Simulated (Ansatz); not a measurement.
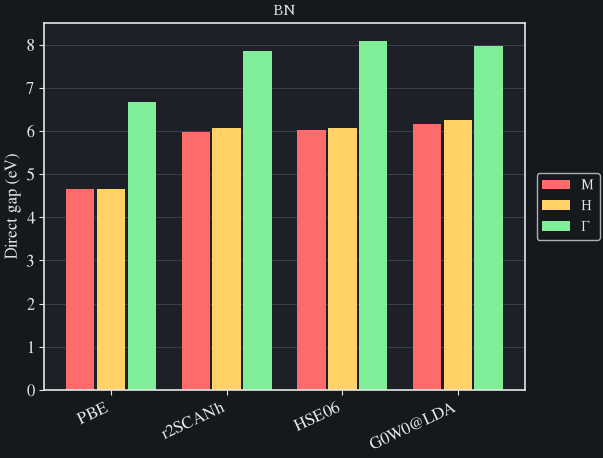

Direct gap at each named k point, by several methods on one cell of layered hexagonal BN, space group P6_3/mmc (No. 194), 4 atoms in the cell, relaxed with r2SCAN+rVV10; a = 2.501 Å, c = 6.524 Å (hexagonal axes). All runs are without spin-orbit coupling and carry no moments. The cell is at 5 GPa in PBE. The smallest gap is indirect or lies off these points.

```csv
method,program,M (eV),H (eV),Γ (eV)
PBE,Ansatz,4.66,4.65,6.66
r2SCANh,Ansatz,5.98,6.07,7.85
HSE06,Ansatz,6.02,6.06,8.09
G0W0@LDA,Ansatz,6.16,6.26,7.96
```

One method is left out: G0W0@HSE06. Predict its row. It was run as: HSE06, Ansatz PAW set, 6×6×2 k mesh, 420 eV cutoff, fixed occupations (Ansatz 0.2.0), G0W0 with empty bands 132, screening cutoff 140 eV and frequency treatment contour deformation.

It starts from HSE06, whose row gives 6.02 eV at M. G0W0@HSE06 gives 6.85 eV at M, 6.96 eV at H and 8.68 eV at Γ, which is +0.83 eV from HSE06 at M.

How do the methods rank at M?

From low to high: PBE 4.66, r2SCANh 5.98, HSE06 6.02, G0W0@LDA 6.16, G0W0@HSE06 6.85 eV. Too close to rank are r2SCANh against HSE06 (different cutoffs) and HSE06 against G0W0@LDA (different meshes).

Settings. PBE: Ansatz PAW set, 12×12×4 k mesh, 420 eV cutoff, Fermi-Dirac smearing of 0.02 eV (Ansatz). r2SCANh: Ansatz PAW set, 9×9×4 k mesh, 500 eV cutoff, fixed occupations (Ansatz). HSE06: Ansatz PAW set, 9×9×4 k mesh, 420 eV cutoff, fixed occupations (Ansatz 0.2.0). G0W0@LDA: LDA, Ansatz PAW set, 6×6×2 k mesh, 420 eV cutoff, fixed occupations (Ansatz 0.2.0), G0W0 with empty bands 132, screening cutoff 140 eV and frequency treatment contour deformation.

These are five of the 11 methods that were run on this cell. r2SCANh, HSE06, G0W0@LDA and G0W0@HSE06: the PAW data sets were made with another functional. LDA, GGA and most meta-GGA functionals understate gaps. G0W0@LDA: the k mesh is coarse, so the values aren't converged. G0W0@HSE06: the k mesh is coarse, so the values aren't converged, least of all with exact exchange. Over all k points computed the smallest gap is 4.21 eV in PBE, 5.50 eV in r2SCANh, 5.52 eV in HSE06, 5.73 eV in G0W0@LDA and 6.41 eV in G0W0@HSE06, from the valence top at a point off the named ones to the conduction bottom at M, and such a mesh can miss a smaller one. The GW values are at finite bands, cutoffs and mesh, short of the basis limit.
